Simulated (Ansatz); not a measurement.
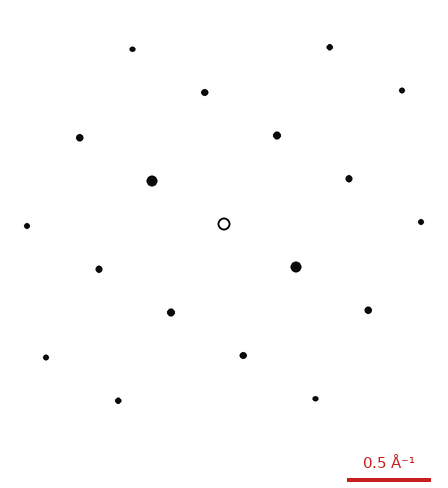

Computed electron diffraction pattern, 120 kV, single scattering only, B = 0.3 Å².

Q: What net do the spots form, and what spacings does it show?

A: The spots form a rectangular net whose two shortest vectors correspond to d = 1.97 Å and 1.61 Å, 90.0° apart.

Q: What is the point symmetry of the pattern, intensities included?

A: 2mm. A zero-layer kinematic pattern is always centrosymmetric (Friedel's law).

Q: What was simulated?

A: This cannot be fixed from one zone alone; the pattern is [211] of HfN, space group Pm-3m (No. 221), a = 2.79 Å. The net vectors are 0 -1 1 and -1 1 1. Structure: the input geometry of an electronic-structure calculation (not necessarily at equilibrium); the starting structure was generated, so it need not be a known form of this composition.
